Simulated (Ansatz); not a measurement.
Single-point calculation, with input and output: Ru

- system: Ru (P6/mmm, 3 atoms in the cell)
- method: DFT, LDA (PW92), plane waves (420 eV) with PAW, scalar-relativistic, no spin polarisation (Ansatz 0.2.0)

It belongs to a series of runs on one base structure; here: volume × 1.08. Figures and captions count atoms from 1; the log counts them from 0 in places.

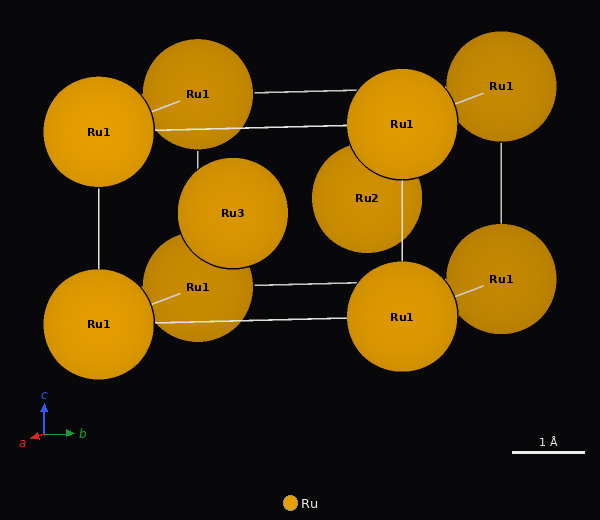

**Figure 1.** The input geometry (spheres-only view of the cell of the calculation, seen slightly off an axis; atoms are numbered from 1 in the order of the input).

Input file:
```yaml
crystal:
  lattice:
    - [4.3077948715, 0.0, 0.0]
    - [-2.1538974357, 3.730659793, 0.0]
    - [0.0, 0.0, 2.7027488244]
  atoms:
    - { symbol: Ru, position: [1.0, 1.0, 0.0] }
    - { symbol: Ru, position: [0.3333333333, 0.6666666667, 0.5] }
    - { symbol: Ru, position: [0.6666666667, 0.3333333333, 0.5] }
hamiltonian:
  xc: lda
  pseudopotentials:
    kind: paw
    azcp:
      Ru: "pseudopotentials/Ru.paw.azcp"
basis:
  ecutwfc: 420
  fft_grid_basis: typed
kpoints:
  mp_grid: { grid: [10, 10, 13], shift: [0, 0, 0] }
magnetization:
  spin_polarized: false
scf:
  occupations: { method: fermi_dirac, width: 0.1 }
  lower_state_search: "off"
output:
  stress: true
```

Hardware: 2 threads of an Arm (aarch64) CPU, shared host.

Output:
```
Warning: [file] the record states the generating functional pbe (its physics header spells it `PBE`), which answers neither for hamiltonian.xc's functional nor for the lda family's — results may be inconsistent (PPs are generated against a specific XC)
Engine: ansatz 0.2.0, aarch64-unknown-linux-gnu
Pseudopotentials: kind: paw
Pseudopotential: Ru, paw, valence charge 16, recommended cutoff 420 eV (normal), [file]
Functional definition: SPW92
  exchange = slater_x
  correlation = pw_c
Crystal: 3 atoms, lattice volume = 43.436 Å³
Basis set: ecut = 420 eV, 867 PW (Γ)
Bands: 29, of which v1, the nominal top of the filled ones, is band 24 counted from 1 (23 counted from 0)
Symmetry: 24 space group operations
Space group: P6/mmm (ITA 191), of the structure as read, at distance tolerance 3.5e-5 Å
k-points: 98 of 1300
Non-local potential: Ru, projectors of the file, l = 0: 3, l = 1: 2, l = 2: 2, l = 3: 1
PAW form: soft (Blöchl's): semilocal exchange-correlation on the pseudo side does not see the compensation charge
PAW frozen core: Ru, regenerated for the run's functional, and the local potential with it (the file was generated under x = pbe(κ = 0.804, μ = 0.2195149727645171), c = pbe(β = 0.06672455060314922))
PAW one-centre angular grid: Ru, 590 points (default); XC on 64 Gauss nodes
Initial density: superposition of atomic densities (neutral atoms: chi_scale 0, normalization atom), corrected by the library's trained network
Initial wavefunctions: pseudopotential atomic-orbital guess
Functional: x = slater, c = lda
SCF iter   1: F=—  HF=-17273.852379 eV  |F-HF|=—  |Δ(HF+E_count)|=         —  Δρ=1.28e-2  dr2=4.61e-2  ethr=1.77e-3  ⟨swp⟩=4.9  Hψ=9944  notcnv=0
preconditioner: auto → none  [metal: Δε(μ)=0.023 eV  Ē_g=4.738 eV  σ=0.100 eV  W_gap=0.06  n_scr=8 (ndim 8)  ℏωp=27.6 eV  f_vac=0.000  D(μ)=3.51/eV (n_scr^D=44)  sad-step TF]
SCF iter   2: F=—  HF=-17273.848013 eV  |F-HF|=—  |Δ(HF+E_count)|=   4.37e-3  Δρ=6.80e-3  dr2=1.81e-2  ethr=9.60e-5  ⟨swp⟩=1.8  Hψ=4230  notcnv=0
SCF iter   3: F=—  HF=-17273.845728 eV  |F-HF|=—  |Δ(HF+E_count)|=   2.28e-3  Δρ=7.22e-4  dr2=2.60e-4  ethr=3.78e-5  ⟨swp⟩=2.1  Hψ=3662  notcnv=0
SCF iter   4: F=—  HF=-17273.845711 eV  |F-HF|=—  |Δ(HF+E_count)|=   1.70e-5  Δρ=1.89e-4  dr2=1.74e-5  ethr=5.42e-7  ⟨swp⟩=2.1  Hψ=5094  notcnv=0
SCF iter   5: F=—  HF=-17273.845708 eV  |F-HF|=—  |Δ(HF+E_count)|=   2.51e-6  Δρ=3.57e-5  dr2=2.01e-7  ethr=3.62e-8  ⟨swp⟩=2.6  Hψ=4898  notcnv=0
SCF iter   6: F=-17273.845708 eV  HF=-17273.845708 eV  |F-HF|=1.48e-9  |Δ(HF+E_count)|=   4.64e-8  Δρ=6.05e-6  dr2=4.25e-9  ethr=2.08e-10  ⟨swp⟩=4.0  Hψ=10420  notcnv=0
SCF 1 converged in 6 iterations: F = -17273.845708 eV  dr2 = 4.25e-9
  greatest PAW one-centre occupation: 0.999 electrons in one spin orbital (limit 2), on the Ru atom at site 2 (counted from 0), in its partial waves of l = 0
```

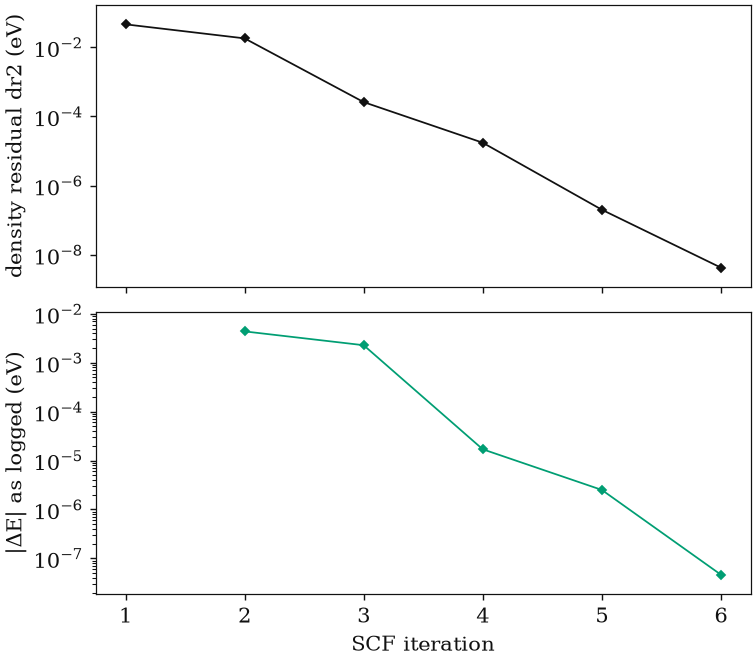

**Figure 2.** Convergence of the self-consistent field: density residual dr2 and size of the energy change against the SCF iteration. The residual falls at every step.

```
SCF converged after 6 iterations
Free energy (F): -17273.845708 eV
Harris-Foulkes:  -17273.845708 eV  (|F-HF|=1.48e-9)
Internal energy: -17273.724393 eV  (E = F + TS)
E sigma→0 (E₀):  -17273.785051 eV
Entropy (-TS):   -0.121315 eV (-40.438 meV/atom)
Fermi energy:    21.580221 eV
--- Per-component energies (eV) ---
  E_band       = -248.220254
  E_kinetic    = 1537.227953
  E_local      = -4014.842720  (includes V_loc(G=0)·N_el)
  E_nonlocal   = 1045.813587
  E_hartree    = 1285.359656
  E_xc         = -565.783186
  E_vxc        = -712.998528  (∫ρ·V_xc dr)
  E_paw        = -10023.880828  (= ΣΔE_a)
  E_vpaw       = -674.138789  (= ΣTr[D̂ρ^β])
  E_aug_tail   = -0.000629  (compensation charges beyond the density's cutoff)
  E_ewald      = -6539.333281
  E_core_change = 1.715055  (= ΣΔE_core)
  E_smearing   = -0.121315  (= −TS)
  E_closure    = -0.000000  (closes the sum)
  Σ components = -17273.845708   (vs F -17273.845708, Δ=0.00e0)
--- Stress (GPa, compression-positive) ---
      -23.128818       0.000000       0.000000
       -0.000000     -23.128818       0.000000
        0.000000       0.000000     -19.907694
  P = ⅓ Tr σ = -22.0551 GPa (-220.551 kbar)
```

Results in brief:

- outcome: converged
- space group (tolerance 0.01 Å): P6/mmm (191)
- electrons treated: 48
- free energy: −17273.8457 eV
- Fermi energy: 21.580 eV
- pressure: −22.06 GPa
- wall time: 3.2 s (CPU time 5.9 s)
- peak memory: 0.38 GiB

Notes:

The program warns: the PAW datasets were made with another functional. The cell is under a tension of 22 GPa at this level, so it is not at its equilibrium volume.
